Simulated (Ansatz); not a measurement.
# Two runs on Hf$_{3}$N$_{2}$

System: Hf$_{3}$N$_{2}$ (R-3m, 5 atoms in the cell).
Method of run 1: DFT PBEsol, scalar-relativistic, plane waves, PAW, no spin polarisation (Ansatz 0.2.0).

The structure derives from a Materials Project entry. Text and figures count atoms from 1; the logs count them from 0 in places.

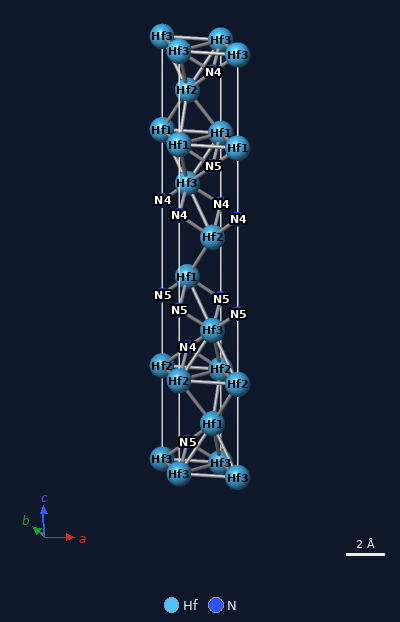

**Figure 1.** The input geometry (ball-and-stick view of the cell 3 times as large as that of the calculation, set on its symmetry axes, seen slightly off an axis; atoms are numbered from 1 in the order of the input). An atom can appear more than once, as a periodic image.

## The input, run 1
```yaml
crystal:
  lattice:
    - [1.5994260774, 0.9234290764, 7.7548432223]
    - [-1.5994260774, 0.9234290764, 7.7548432223]
    - [0.0, -1.8468581527, 7.7548432223]
  atoms:
    - { symbol: Hf, position: [0.77941866, 0.77941866, 0.77941866] }
    - { symbol: Hf, position: [0.22058134, 0.22058134, 0.22058134] }
    - { symbol: Hf, position: [0.0, 0.0, 0.0] }
    - { symbol: "N", position: [0.61191553, 0.61191553, 0.61191553] }
    - { symbol: "N", position: [0.38808447, 0.38808447, 0.38808447] }
basis:
  ecutwfc: 420
kpoints:
  mp_grid: { grid: [12, 12, 12] }
hamiltonian:
  xc: pbesol
scf:
  occupations: { method: gaussian, width: 0.1 }
output:
  forces: true
  stress: true
  eigenvalues: true
relax:
  adjacent_minimum: "off"
  f_tol: 0.01
  max_steps: 60
  cell: { stress_tol: 0.05 }
```

Launched with:
```bash
ansatz run input.yaml --threads 1 --pin off --max-ram 2560MiB --backend cpu --events-out ev --progress --plain --runs-dir out
```

Hardware: 1 thread of Intel Xeon @ 2.50GHz (Skylake/Cascade Lake), 189 GiB of memory available, shared host.

## Output, shortened to warnings, some set-up lines, iterations and results (run 1)
```
Basis set: ecut = 420 eV, 1351 PW (Γ), FFT grids on a1−a3, a2−a3, a3, exchange–correlation on 48×48×108 points (8 copies of the dense FFT grid, shifted against one another)
Symmetry: 12 space group operations
k-points: 189 of 1728
Initial density: superposition of atomic densities (neutral atoms: chi_scale 0, normalization atom), corrected by the library's trained network
[...]
SCF iter   1: F=—  HF=-47558.920873 eV  |F-HF|=—  |Δ(HF+E_count)|=         —  Δρ=1.08e-2  dr2=3.69e-1  ethr=1.77e-3  ⟨swp⟩=4.6  Hψ=29344  notcnv=0  defer=62
SCF iter   2: F=—  HF=-47558.891124 eV  |F-HF|=—  |Δ(HF+E_count)|=   2.97e-2  Δρ=4.95e-3  dr2=1.25e-1  ethr=4.19e-4  ⟨swp⟩=1.2  Hψ=11572  notcnv=0  defer=142
SCF iter   3: F=—  HF=-47558.879101 eV  |F-HF|=—  |Δ(HF+E_count)|=   1.20e-2  Δρ=1.91e-3  dr2=1.90e-2  ethr=1.42e-4  ⟨swp⟩=1.7  Hψ=9799  notcnv=0  defer=142
SCF iter   4: F=—  HF=-47558.876574 eV  |F-HF|=—  |Δ(HF+E_count)|=   2.53e-3  Δρ=1.07e-3  dr2=1.57e-3  ethr=2.16e-5  ⟨swp⟩=2.0  Hψ=14989  notcnv=0  defer=142
SCF iter   5: F=—  HF=-47558.875824 eV  |F-HF|=—  |Δ(HF+E_count)|=   7.51e-4  Δρ=6.27e-4  dr2=4.12e-4  ethr=1.78e-6  ⟨swp⟩=2.0  Hψ=15088  notcnv=0  defer=142
[... 61 lines ...]
SCF iter   6: F=—  HF=-47558.887271 eV  |F-HF|=—  |Δ(HF+E_count)|=  4.07e-10  Δρ=2.49e-7  dr2=9.58e-11  ethr=4.49e-12  ⟨swp⟩=2.0  Hψ=18068  notcnv=0
SCF iter   7: F=—  HF=-47558.887271 eV  |F-HF|=—  |Δ(HF+E_count)|=  7.28e-12  Δρ=2.46e-7  dr2=3.76e-11  ethr=1.00e-12  ⟨swp⟩=6.3  Hψ=46290  notcnv=0
SCF iter   8: F=-47558.887271 eV  HF=-47558.887271 eV  |F-HF|=2.91e-11  |Δ(HF+E_count)|=  3.64e-11  Δρ=9.69e-8  dr2=5.89e-12  ethr=1.00e-12  ⟨swp⟩=5.4  Hψ=39057  notcnv=0
SCF 7 converged in 8 iterations: F = -47558.887271 eV  dr2 = 5.89e-12
relax step   7: F+E_penalty+E_count = -47558.88727058 eV  Δ(F+E_penalty+E_count) = +1.383e-3 eV  max|allowed force component| = 6.975e-4 eV/Å  Δτ_max = 0.0000 Å  P = -0.010 …
basis re-selected at this cell: Δ(F+E_penalty+E_count) = +1.383e-3 eV, ΔP = -0.024 GPa vs the last step (what re-selecting the basis moved, of the pressure what is left beyond the Pulay correction that the steps carried, after the strain that the cell walked since its last selection, with what the …
SCF converged after 8 iterations
Free energy (F): -47558.887271 eV
Harris-Foulkes:  -47558.887271 eV  (|F-HF|=2.91e-11)
Internal energy: -47558.880260 eV  (E = F + TS)
E sigma→0 (E₀):  -47558.883765 eV
Entropy (-TS):   -0.007011 eV (-1.402 meV/atom)
Fermi energy:    22.030148 eV
--- Per-component energies (eV) ---
  E_band       = 387.686522
  E_kinetic    = 1536.906813
  E_local      = -14601.826182  (includes V_loc(G=0)·N_el)
  E_nonlocal   = -3623.722837
  E_hartree    = 6905.476817
  E_xc         = -1015.470556
  E_vxc        = -954.542577  (∫ρ·V_xc dr)
  E_paw        = -20667.002834  (= ΣΔE_a)
  E_vpaw       = 4219.917602  (= ΣTr[D̂ρ^β])
  E_aug_tail   = 0.000183  (compensation charges beyond the density's cutoff)
  E_ewald      = -16097.051135
  E_core_change = 3.809472  (= ΣΔE_core)
  E_smearing   = -0.007011  (= −TS)
  E_closure    = 0.000000  (closes the sum)
  Σ components = -47558.887271   (vs F -47558.887271, Δ=0.00e0)
--- Forces (eV/Å), atoms counted from 1 ---
  atom   1  Hf     0.00000000     0.00000000     0.00069755
  atom   2  Hf    -0.00000000    -0.00000000    -0.00069755
  atom   3  Hf     0.00000000     0.00000000     0.00000000
  atom   4  N     -0.00000000    -0.00000000    -0.00027645
  atom   5  N      0.00000000     0.00000000     0.00027645
  max |Σ_I F_I| component: 1.85e-17 eV/Å
--- Stress (GPa, compression-positive) ---
       -0.002348       0.000000       0.000000
        0.000000      -0.002348      -0.000000
        0.000000      -0.000000      -0.026688
  P = ⅓ Tr σ = -0.0105 GPa (-0.105 kbar)
--- Relaxed structure (6 steps of the walk, 5 accepted, 1 SCFs on fresh bases) ---
  F+E_penalty+E_count = -47558.88727058 eV   max|allowed force component| = 6.975e-4 eV/Å   (the final SCF, on the basis selected at the relaxed cell)
  cell:  # Å, volume = 68.0707 Å³
    - [1.5966362109330512, 0.921818346196668, 7.708288314099936]
    - [-1.5966362109330512, 0.921818346196668, 7.708288314099936]
    - [8.565572441371974e-34, -1.843636692343636, 7.70828831410588]
  atoms:
[...]
```

Run 2 used a changed input.

## The two runs side by side

| quantity | run 1 | run 2 |
| --- | --- | --- |
| outcome | converged | converged |
| free energy per atom (eV) | −9511.7775 | −9437.2903 |
| energy per atom, smearing taken to zero (eV) | −9511.7768 | −9437.2895 |
| gap on the mesh (eV) | 0.00 | 0.00 |
| pressure (GPa) | −0.01 | 0.00 |
| volume per atom (Å³) | 13.61 | 13.29 |
| largest force (eV/Å) | 0.001 | 0.001 |
| SCF iterations | 57 | 68 |
| irreducible k-points | 189 | 189 |
| wall time (shared host) | 9.4 min | 11 min |

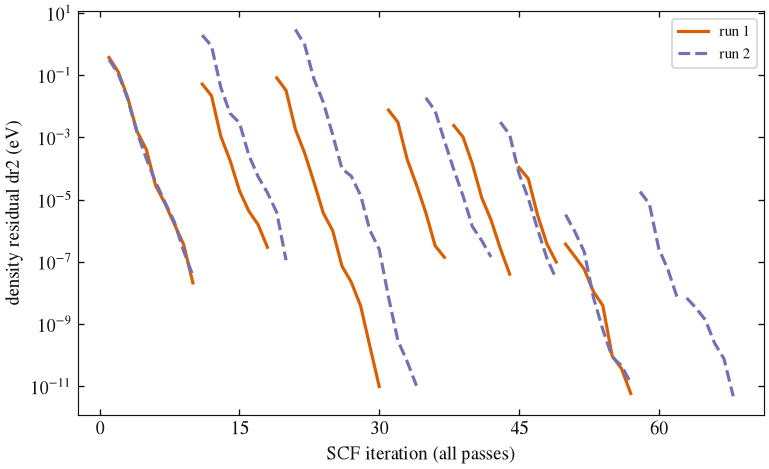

**Figure 2.** Convergence of the two runs: density residual dr2 against the SCF iteration. A break in a curve parts two SCF passes. Run 1 takes 57 iterations in all, and run 2 takes 68.

What was changed in the input?

The change (lines with − go, lines with + come):
```diff
-  xc: pbesol
+  xc: lda
```

The total energies belong to different methods, so their difference says nothing on which is more stable or more accurate. The volume per atom goes from 13.61 to 13.29 Å³. The functional changes from PBEsol to LDA. The SCF takes 68 iterations over all geometry steps against 57.

## Output, shortened to warnings, some set-up lines, iterations and results (run 2)
```
Basis set: ecut = 420 eV, 1351 PW (Γ), FFT grids on a1−a3, a2−a3, a3
Symmetry: 12 space group operations
k-points: 189 of 1728
Initial density: superposition of atomic densities (neutral atoms: chi_scale 0, normalization atom), corrected by the library's trained network
[...]
SCF iter   1: F=—  HF=-47186.424057 eV  |F-HF|=—  |Δ(HF+E_count)|=         —  Δρ=1.00e-2  dr2=3.16e-1  ethr=1.77e-3  ⟨swp⟩=4.7  Hψ=29346  notcnv=0  defer=54
SCF iter   2: F=—  HF=-47186.399292 eV  |F-HF|=—  |Δ(HF+E_count)|=   2.48e-2  Δρ=5.30e-3  dr2=1.09e-1  ethr=3.59e-4  ⟨swp⟩=1.0  Hψ=11542  notcnv=0  defer=114
SCF iter   3: F=—  HF=-47186.390604 eV  |F-HF|=—  |Δ(HF+E_count)|=   8.69e-3  Δρ=2.27e-3  dr2=1.73e-2  ethr=1.24e-4  ⟨swp⟩=2.0  Hψ=13434  notcnv=0  defer=114
SCF iter   4: F=—  HF=-47186.385226 eV  |F-HF|=—  |Δ(HF+E_count)|=   5.38e-3  Δρ=8.90e-4  dr2=1.46e-3  ethr=1.97e-5  ⟨swp⟩=2.0  Hψ=13681  notcnv=0  defer=114
SCF iter   5: F=—  HF=-47186.385070 eV  |F-HF|=—  |Δ(HF+E_count)|=   1.56e-4  Δρ=4.89e-4  dr2=2.09e-4  ethr=1.66e-6  ⟨swp⟩=2.1  Hψ=17484  notcnv=0  defer=114
[... 74 lines ...]
SCF iter   4: F=—  HF=-47186.451507 eV  |F-HF|=—  |Δ(HF+E_count)|=  2.18e-10  Δρ=4.07e-7  dr2=2.44e-10  ethr=1.57e-12  ⟨swp⟩=2.0  Hψ=18333  notcnv=0
SCF iter   5: F=—  HF=-47186.451507 eV  |F-HF|=—  |Δ(HF+E_count)|=  1.02e-10  Δρ=2.40e-7  dr2=7.78e-11  ethr=1.00e-12  ⟨swp⟩=2.0  Hψ=13998  notcnv=0
SCF iter   6: F=-47186.451507 eV  HF=-47186.451507 eV  |F-HF|=7.28e-12  |Δ(HF+E_count)|=  7.28e-12  Δρ=7.99e-8  dr2=4.83e-12  ethr=1.00e-12  ⟨swp⟩=5.3  Hψ=38934  notcnv=0
SCF 8 converged in 6 iterations: F = -47186.451507 eV  dr2 = 4.83e-12
relax step   8: F+E_penalty+E_count = -47186.45150694 eV  Δ(F+E_penalty+E_count) = +6.528e-5 eV  max|allowed force component| = 7.301e-4 eV/Å  Δτ_max = 0.0000 Å  P = +0.001 …
basis re-selected at this cell: Δ(F+E_penalty+E_count) = +6.528e-5 eV, ΔP = -0.001 GPa vs the last step (what re-selecting the basis moved, of the pressure what is left beyond the Pulay correction that the steps carried, after the strain that the cell walked since its last selection, with what the …
SCF converged after 6 iterations
Free energy (F): -47186.451507 eV
Harris-Foulkes:  -47186.451507 eV  (|F-HF|=7.28e-12)
Internal energy: -47186.443432 eV  (E = F + TS)
E sigma→0 (E₀):  -47186.447470 eV
Entropy (-TS):   -0.008075 eV (-1.615 meV/atom)
Fermi energy:    22.392171 eV
--- Per-component energies (eV) ---
  E_band       = 421.398050
  E_kinetic    = 1542.587340
  E_local      = -14432.426358  (includes V_loc(G=0)·N_el)
  E_nonlocal   = -3602.859659
  E_hartree    = 6835.954656
  E_xc         = -1016.350450
  E_vxc        = -958.069550  (∫ρ·V_xc dr)
  E_paw        = -20295.149437  (= ΣΔE_a)
  E_vpaw       = 4200.256855  (= ΣTr[D̂ρ^β])
  E_aug_tail   = 0.000181  (compensation charges beyond the density's cutoff)
  E_ewald      = -16225.731520
  E_core_change = 7.531816  (= ΣΔE_core)
  E_smearing   = -0.008075  (= −TS)
  E_closure    = -0.000000  (closes the sum)
  Σ components = -47186.451507   (vs F -47186.451507, Δ=0.00e0)
--- Forces (eV/Å), atoms counted from 1 ---
  atom   1  Hf     0.00000000    -0.00000000    -0.00073013
  atom   2  Hf     0.00000000     0.00000000     0.00073013
  atom   3  Hf     0.00000000     0.00000000    -0.00000000
  atom   4  N      0.00000000     0.00000000     0.00051704
  atom   5  N      0.00000000    -0.00000000    -0.00051704
  max |Σ_I F_I| component: 2.89e-18 eV/Å
--- Stress (GPa, compression-positive) ---
       -0.000497       0.000000      -0.000000
        0.000000      -0.000497       0.000000
       -0.000000       0.000000       0.005094
  P = ⅓ Tr σ = 0.0014 GPa (0.014 kbar)
--- Relaxed structure (6 steps of the walk, 5 accepted, 2 SCFs on fresh bases) ---
  F+E_penalty+E_count = -47186.45150694 eV   max|allowed force component| = 7.301e-4 eV/Å   (the final SCF, on the basis selected at the relaxed cell)
  cell:  # Å, volume = 66.4520 Å³
    - [1.584301805797054, 0.9146970740709649, 7.642612996073328]
    - [-1.584301805797054, 0.9146970740709649, 7.642612996073328]
    - [-4.1788018348448735e-33, -1.829394148092653, 7.642612996079224]
  atoms:
[...]
```

For both runs: Spin–orbit coupling is left out, which matters for Hf.
